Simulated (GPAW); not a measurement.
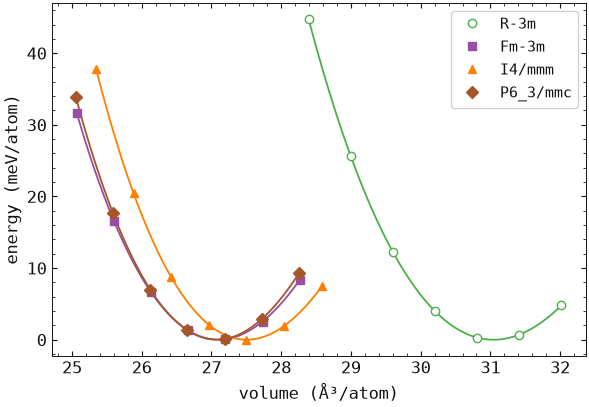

The plot gives the computed energy against volume, with one curve for each structure, for Sb. Each energy curve has its own zero, so the curves don't rank the structures.

How it was computed, with GPAW 26.7.0: PAW DFT in plane waves, on a grid or in atomic orbitals, no spin polarisation; energies at scaled volumes of the given cell, shape and fractions fixed, counted from the fit's minimum, third-order Birch-Murnaghan fit. Level: r2SCAN.

- occupations: Fermi–Dirac
- smearing width: 0.05 eV
- potentials: GPAW PAW data sets (gpaw data 1.2.1)
- wave cutoff: 600 eV

Settings that differ: R-3m: k mesh 6×6×6; Fm-3m: k mesh 10×10×10; I4/mmm: k mesh 10×10×10; P6_3/mmc: k mesh 7×7×4.

### Order the curves by fitted bulk modulus, smallest first.

R-3m 53.4, Fm-3m 57.7, I4/mmm 60.9, P6_3/mmc 62.5 GPa.

Caveats: shape and atomic fractions are frozen while scaling, which makes layered, chain and framework solids too stiff.
